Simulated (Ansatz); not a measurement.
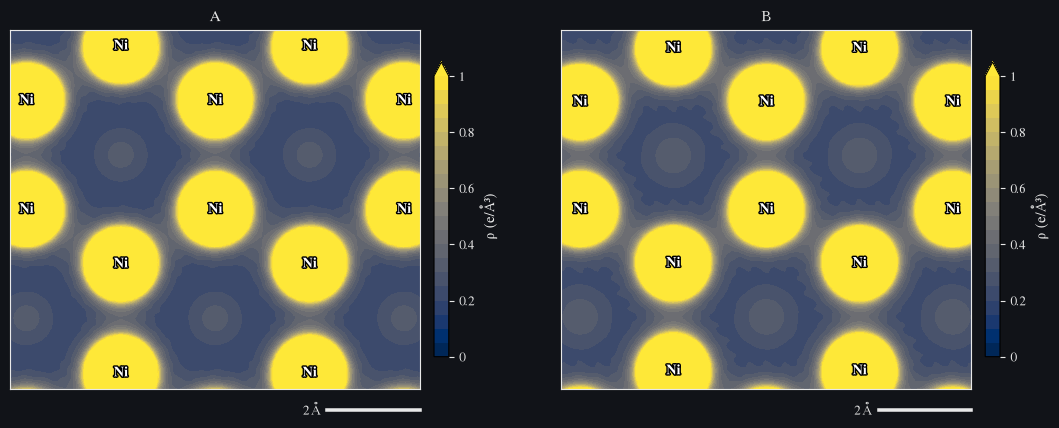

Ni. The valence charge density (pseudo) of two cells that differ in size, on the (001) plane of each (indices in the axes of the calculation cell), at one length scale and on one colour scale; one has 11.4 and the other 11.8 Å³ an atom.

The calculation used DFT, revPBE, plane waves (420 eV) with PAW, scalar-relativistic in Ansatz.

Core electrons are frozen (PAW), and the valence fields are smoothed inside the atomic spheres.

The larger cell:

```
Ni
1.0
     4.07162    0.00000    0.00000
    -2.03581    3.52612    0.00000
     0.00000    0.00000    2.46842
Ni
3
Direct
  0.00000 0.00000 0.00000
  0.33333 0.66667 0.50000
  0.66667 0.33333 0.50000
```

The smaller cell: a = 4.019 Å, b = 4.019 Å, c = 2.436 Å, α = 90.00°, β = 90.00°, γ = 120.00°.

**Which is the denser cell? Describe the effect of the change.**

Panel B is the smaller cell, by 4 % in volume. From the larger cell to the smaller, Ni–Ni goes from 2.35 to 2.32 Å, and the density at its midpoint from 0.4 to 0.42 e/Å³.
